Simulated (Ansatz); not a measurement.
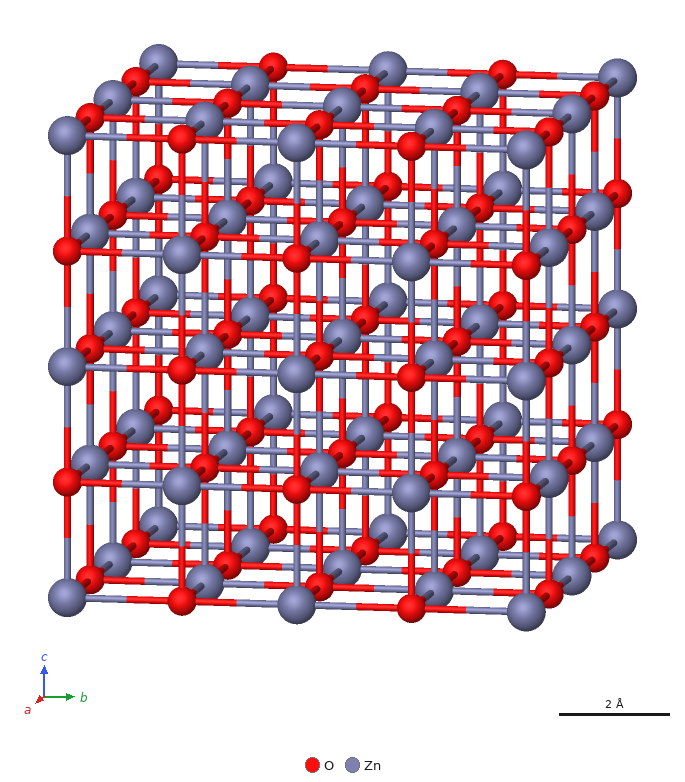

*The input geometry (ball-and-stick view of the cell of the calculation, seen slightly off an axis).*

Near neighbours in the crystal (not all of them lie inside the picture): O has 6 Zn at 2.13 Å; Zn has 6 O at 2.13 Å.

Zn$_{32}$O$_{32}$: single-point calculation (part 1 of 2)

- system: Zn$_{32}$O$_{32}$ (64 atoms in the cell)
- method: DFT, HSE06, PAW, plane waves (Ansatz 0.2.0)

The structure was built on a prototype by a generator.

Input:
```yaml
crystal:
  lattice:
    - [8.526552, 0.000000, 0.000000]
    - [0.000000, 8.526552, 0.000000]
    - [0.000000, 0.000000, 8.526552]
  atoms:
    - { symbol: O, position: [0.250000, 0.000000, 0.000000] }
    - { symbol: O, position: [0.250000, 0.000000, 0.500000] }
    - { symbol: O, position: [0.250000, 0.500000, 0.000000] }
    - { symbol: O, position: [0.250000, 0.500000, 0.500000] }
    - { symbol: O, position: [0.750000, 0.000000, 0.000000] }
    - { symbol: O, position: [0.750000, 0.000000, 0.500000] }
    - { symbol: O, position: [0.750000, 0.500000, 0.000000] }
    - { symbol: O, position: [0.750000, 0.500000, 0.500000] }
    - { symbol: O, position: [0.000000, 0.250000, 0.000000] }
    - { symbol: O, position: [0.000000, 0.250000, 0.500000] }
    - { symbol: O, position: [0.000000, 0.750000, 0.000000] }
    - { symbol: O, position: [0.000000, 0.750000, 0.500000] }
    - { symbol: O, position: [0.500000, 0.250000, 0.000000] }
    - { symbol: O, position: [0.500000, 0.250000, 0.500000] }
    - { symbol: O, position: [0.500000, 0.750000, 0.000000] }
    - { symbol: O, position: [0.500000, 0.750000, 0.500000] }
    - { symbol: O, position: [0.000000, 0.000000, 0.250000] }
    - { symbol: O, position: [0.000000, 0.000000, 0.750000] }
    - { symbol: O, position: [0.000000, 0.500000, 0.250000] }
    - { symbol: O, position: [0.000000, 0.500000, 0.750000] }
    - { symbol: O, position: [0.500000, 0.000000, 0.250000] }
    - { symbol: O, position: [0.500000, 0.000000, 0.750000] }
    - { symbol: O, position: [0.500000, 0.500000, 0.250000] }
    - { symbol: O, position: [0.500000, 0.500000, 0.750000] }
    - { symbol: O, position: [0.250000, 0.250000, 0.250000] }
    - { symbol: O, position: [0.250000, 0.250000, 0.750000] }
    - { symbol: O, position: [0.250000, 0.750000, 0.250000] }
    - { symbol: O, position: [0.250000, 0.750000, 0.750000] }
    - { symbol: O, position: [0.750000, 0.250000, 0.250000] }
    - { symbol: O, position: [0.750000, 0.250000, 0.750000] }
    - { symbol: O, position: [0.750000, 0.750000, 0.250000] }
    - { symbol: O, position: [0.750000, 0.750000, 0.750000] }
    - { symbol: Zn, position: [0.000000, 0.000000, 0.000000] }
    - { symbol: Zn, position: [0.000000, 0.000000, 0.500000] }
    - { symbol: Zn, position: [0.000000, 0.500000, 0.000000] }
    - { symbol: Zn, position: [0.000000, 0.500000, 0.500000] }
    - { symbol: Zn, position: [0.500000, 0.000000, 0.000000] }
    - { symbol: Zn, position: [0.500000, 0.000000, 0.500000] }
    - { symbol: Zn, position: [0.500000, 0.500000, 0.000000] }
    - { symbol: Zn, position: [0.500000, 0.500000, 0.500000] }
    - { symbol: Zn, position: [0.250000, 0.250000, 0.000000] }
    - { symbol: Zn, position: [0.250000, 0.250000, 0.500000] }
    - { symbol: Zn, position: [0.250000, 0.750000, 0.000000] }
    - { symbol: Zn, position: [0.250000, 0.750000, 0.500000] }
    - { symbol: Zn, position: [0.750000, 0.250000, 0.000000] }
    - { symbol: Zn, position: [0.750000, 0.250000, 0.500000] }
    - { symbol: Zn, position: [0.750000, 0.750000, 0.000000] }
    - { symbol: Zn, position: [0.750000, 0.750000, 0.500000] }
    - { symbol: Zn, position: [0.250000, 0.000000, 0.250000] }
    - { symbol: Zn, position: [0.250000, 0.000000, 0.750000] }
    - { symbol: Zn, position: [0.250000, 0.500000, 0.250000] }
    - { symbol: Zn, position: [0.250000, 0.500000, 0.750000] }
    - { symbol: Zn, position: [0.750000, 0.000000, 0.250000] }
    - { symbol: Zn, position: [0.750000, 0.000000, 0.750000] }
    - { symbol: Zn, position: [0.750000, 0.500000, 0.250000] }
    - { symbol: Zn, position: [0.750000, 0.500000, 0.750000] }
    - { symbol: Zn, position: [0.000000, 0.250000, 0.250000] }
    - { symbol: Zn, position: [0.000000, 0.250000, 0.750000] }
    - { symbol: Zn, position: [0.000000, 0.750000, 0.250000] }
    - { symbol: Zn, position: [0.000000, 0.750000, 0.750000] }
    - { symbol: Zn, position: [0.500000, 0.250000, 0.250000] }
    - { symbol: Zn, position: [0.500000, 0.250000, 0.750000] }
    - { symbol: Zn, position: [0.500000, 0.750000, 0.250000] }
    - { symbol: Zn, position: [0.500000, 0.750000, 0.750000] }
kpoints:
  mp_grid: { grid: [1, 1, 1] }
hamiltonian:
  xc: hse06
scf:
  occupations: { method: fermi_dirac, width: 0.01 }
output:
  forces: true
  eigenvalues: true
  populations: true
  eigenstates: { kpoints: [[0, 0, 0]], e_range: [-6.0, 6.0], localisation: true }
```

Hardware: 7 CPU threads, shared host.

Output:
```
Pseudopotentials: kind: paw
Functional definition: HSE06
  parameter a = 0.25
  parameter omega = 0.11/bohr
  exchange = pbe_x - a*pbe_x_sr(omega) + a*exact_x_sr(omega)
  correlation = pbe_c
Crystal: 64 atoms, lattice volume = 619.898 Å³
Basis set: ecut = 420 eV, 12149 PW (Γ), exchange–correlation on 120×120×120 points (8 copies of the dense FFT grid, shifted against one another)
Bands: 352, of which v1, the nominal top of the filled ones, is band 288 counted from 1 (287 counted from 0)
Symmetry: 1536 space group operations
Space group: Fm-3m (ITA 225), of the structure as read, at distance tolerance 8.5e-5 Å
k-points: 1
Non-local potential: O, projectors of the file, l = 0: 2, l = 1: 2, l = 2: 1
Non-local potential: Zn, projectors of the file, l = 0: 2, l = 1: 2, l = 2: 3, l = 3: 1
PAW form: soft (Blöchl's): semilocal exchange-correlation on the pseudo side does not see the compensation charge
PAW frozen core: O, regenerated for the run's functional, and the local potential with it (the file was generated under x = pbe(κ = 0.804, μ = 0.2195149727645171), c = pbe(β = 0.06672455060314922))
PAW frozen core: Zn, regenerated for the run's functional, and the local potential with it (the file was generated under x = pbe(κ = 0.804, μ = 0.2195149727645171), c = pbe(β = 0.06672455060314922))
PAW one-centre angular grid: O, 110 points (default); XC on 96 Gauss nodes
PAW one-centre angular grid: Zn, 590 points (default); XC on 64 Gauss nodes
Initial density: superposition of atomic densities (neutral atoms: chi_scale 0, normalization atom), corrected by the library's trained network
Initial wavefunctions: pseudopotential atomic-orbital guess
Functional: x = pbe(κ = 0.804, μ = 0.2195149727645171), c = pbe(β = 0.06672455060314922), warm-up for x = pbe(κ = 0.804, μ = 0.2195149727645171) + 0.25 (exact − pbe) at short range (hse, ω = 0.20786987370883472 Å⁻¹), c = pbe(β = 0.06672455060314922); HSE06 as pw.x's `hse` composes it (authors' and Libxc's form: `xc: wpbeh`)
SCF iter   1: F=—  HF=-124367.874766 eV  |F-HF|=—  |Δ(HF+E_count)|=         —  Δρ=4.29e-3  dr2=6.83e-2  ethr=1.77e-3  ⟨swp⟩=7.0  Hψ=1536  notcnv=0
preconditioner: auto → none  [insulator: Δε(μ)=0.988 eV  Ē_g=13.582 eV  σ=0.010 eV  W_gap=1.00  n_scr=202 (ndim 8)  ℏωp=35.8 eV  f_vac=0.000  D(μ)=0.00/eV (n_scr^D=0)]
SCF iter   2: F=—  HF=-124367.857325 eV  |F-HF|=—  |Δ(HF+E_count)|=   1.74e-2  Δρ=1.50e-3  dr2=1.08e-2  ethr=1.19e-5  ⟨swp⟩=20.0  Hψ=1274  notcnv=2
SCF iter   3: F=—  HF=-124367.852686 eV  |F-HF|=—  |Δ(HF+E_count)|=   4.64e-3  Δρ=5.46e-4  dr2=1.34e-3  ethr=1.88e-6  ⟨swp⟩=7.0  Hψ=1094  notcnv=0
iter 4 solved again at ethr=1.96e-8 eV; its pass at ethr=2.33e-7 eV (dr2=1.13e-4 eV) is discarded
SCF iter   4: F=—  HF=-124367.853204 eV  |F-HF|=—  |Δ(HF+E_count)|=   5.18e-4  Δρ=1.77e-4  dr2=9.89e-5  ethr=1.96e-8  ⟨swp⟩=4.0  Hψ=1388  notcnv=0
eigensolver tolerance schedule: the retry pair's looser diagonalisation over-reported the residual by 0.14 of it (diagonalisation noise at 0.16 of the residual, at the tolerance the schedule requests for it); recorded, not acted on — ethr = c·dr2/N_el stays at c = 1.0e-1
SCF iter   5: F=-124367.853298 eV  HF=-124367.853299 eV  |F-HF|=7.02e-7  |Δ(HF+E_count)|=   9.49e-5  Δρ=7.59e-6  dr2=1.35e-7  ethr=1.72e-8  ⟨swp⟩=3.0  Hψ=819  notcnv=0
SCF 1 stopped early in 5 iterations: F = -124367.853298 eV  dr2 = 1.35e-7
  greatest PAW one-centre occupation: 0.992 electrons in one spin orbital (limit 2), on the Zn atom at site 63 (counted from 0), in its partial waves of l = 2
Initial density: handed on by an earlier stage of this run
Initial wavefunctions: those handed on with the density
Functional: x = pbe(κ = 0.804, μ = 0.2195149727645171) + 0.25 (exact − pbe) at short range (hse, ω = 0.20786987370883472 Å⁻¹), c = pbe(β = 0.06672455060314922); HSE06 as pw.x's `hse` composes it (authors' and Libxc's form: `xc: wpbeh`)
Exchange kernel: α = 0.2500, screened, ω = 0.2079 Å⁻¹, Wigner–Seitz truncation, v(0) = 818.1791 eV·Å³, q-mesh 1×1×1, nearest image of the exchange supercell L = 8.53 Å, pair-density grid 48×48×48, without the augmentation charges, whose exchange is taken in its separable form (sized by the pseudopotential files, 60×60×60 at the most), smooth part of the exchange summed in real space on grids 44×44
Frozen-core exchange: fock
SCF iter   1: F=—  HF=-124365.848902 eV  |F-HF|=—  |Δ(HF+E_count)|=         —  Δρ=2.76e-2  dr2=2.28e0  ethr=2.35e-10  ⟨swp⟩=11.0  Hψ=2460  notcnv=0
preconditioner: auto → none  [insulator: Δε(μ)=2.792 eV  Ē_g=16.703 eV  σ=0.010 eV  W_gap=1.00  n_scr=202 (ndim 8)  ℏωp=35.8 eV  f_vac=0.000  D(μ)=0.00/eV (n_scr^D=0)]
SCF iter   2: F=—  HF=-124365.080547 eV  |F-HF|=—  |Δ(HF+E_count)|=   7.68e-1  Δρ=4.24e-3  dr2=1.12e-1  ethr=2.35e-10  ⟨swp⟩=8.0  Hψ=2011  notcnv=0
SCF iter   3: F=—  HF=-124365.368778 eV  |F-HF|=—  |Δ(HF+E_count)|=   2.88e-1  Δρ=6.43e-3  dr2=1.10e-1  ethr=2.35e-10  ⟨swp⟩=7.0  Hψ=1929  notcnv=0
SCF iter   4: F=—  HF=-124365.351622 eV  |F-HF|=—  |Δ(HF+E_count)|=   1.72e-2  Δρ=2.34e-3  dr2=1.33e-2  ethr=2.35e-10  ⟨swp⟩=6.0  Hψ=1622  notcnv=0
SCF iter   5: F=—  HF=-124365.365412 eV  |F-HF|=—  |Δ(HF+E_count)|=   1.38e-2  Δρ=8.59e-4  dr2=2.55e-3  ethr=2.35e-10  ⟨swp⟩=6.0  Hψ=1632  notcnv=0
SCF iter   6: F=—  HF=-124365.364295 eV  |F-HF|=—  |Δ(HF+E_count)|=   1.12e-3  Δρ=3.11e-4  dr2=5.97e-4  ethr=2.35e-10  ⟨swp⟩=5.0  Hψ=1530  notcnv=0
SCF iter   7: F=-124365.364108 eV  HF=-124365.364134 eV  |F-HF|=2.66e-5  |Δ(HF+E_count)|=   1.60e-4  Δρ=2.41e-5  dr2=9.93e-5  ethr=2.35e-10  ⟨swp⟩=5.0  Hψ=1380  notcnv=0
SCF 2 stopped early in 7 iterations: F = -124365.364108 eV  dr2 = 9.93e-5
  greatest PAW one-centre occupation: 0.994 electrons in one spin orbital (limit 2), on the Zn atom at site 63 (counted from 0), in its partial waves of l = 2
hybrid outer 1: dexx = +3.980e-1 eV, tail = 1.02e-3 eV
SCF iter   1: F=—  HF=-124365.347771 eV  |F-HF|=—  |Δ(HF+E_count)|=         —  Δρ=5.06e-5  dr2=1.41e-5  ethr=8.84e-7  ⟨swp⟩=8.0  Hψ=774  notcnv=0
preconditioner: auto → none  [insulator: Δε(μ)=2.780 eV  Ē_g=16.505 eV  σ=0.010 eV  W_gap=1.00  n_scr=202 (ndim 8)  ℏωp=35.8 eV  f_vac=0.000  D(μ)=0.00/eV (n_scr^D=0)]
SCF iter   2: F=—  HF=-124365.347812 eV  |F-HF|=—  |Δ(HF+E_count)|=   4.13e-5  Δρ=2.03e-5  dr2=3.01e-6  ethr=1.97e-9  ⟨swp⟩=5.0  Hψ=1175  notcnv=0
SCF iter   3: F=—  HF=-124365.347811 eV  |F-HF|=—  |Δ(HF+E_count)|=   1.08e-6  Δρ=6.98e-6  dr2=1.60e-7  ethr=3.00e-10  ⟨swp⟩=4.0  Hψ=1018  notcnv=0
SCF iter   4: F=—  HF=-124365.347812 eV  |F-HF|=—  |Δ(HF+E_count)|=   1.39e-6  Δρ=5.71e-6  dr2=1.14e-7  ethr=1.35e-11  ⟨swp⟩=6.0  Hψ=1246  notcnv=0
SCF iter   5: F=-124365.347812 eV  HF=-124365.347812 eV  |F-HF|=0.00e0  |Δ(HF+E_count)|=   5.42e-8  Δρ=2.72e-7  dr2=6.56e-10  ethr=1.35e-11  ⟨swp⟩=4.0  Hψ=954  notcnv=0
SCF 3 converged in 5 iterations: F = -124365.347812 eV  dr2 = 6.56e-10
  Residual-converged pass: ⟨swp⟩=2.0  Hψ=427  notcnv=0  max |occ|·‖R‖ = 6.6e-6 eV (tolerance 6.7e-6 eV)  dr2=6.47e-10  dr2_onsite=5.92e-11  max |Δocc| = 0.0e0
```

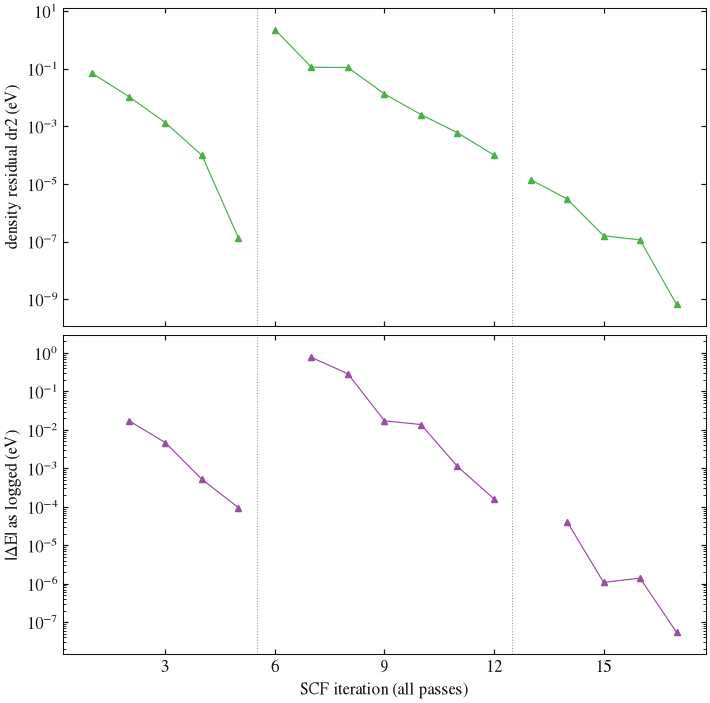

*Convergence of the self-consistent field: density residual dr2 and size of the energy change against the SCF iteration. The run starts with a semilocal functional; after that each stretch between dotted lines is one SCF of the hybrid functional between two exact rebuilds of the exchange operator by the outer loop. Early passes are stopped at a loose threshold.*

The passes take 5, 7 and 5 iterations.
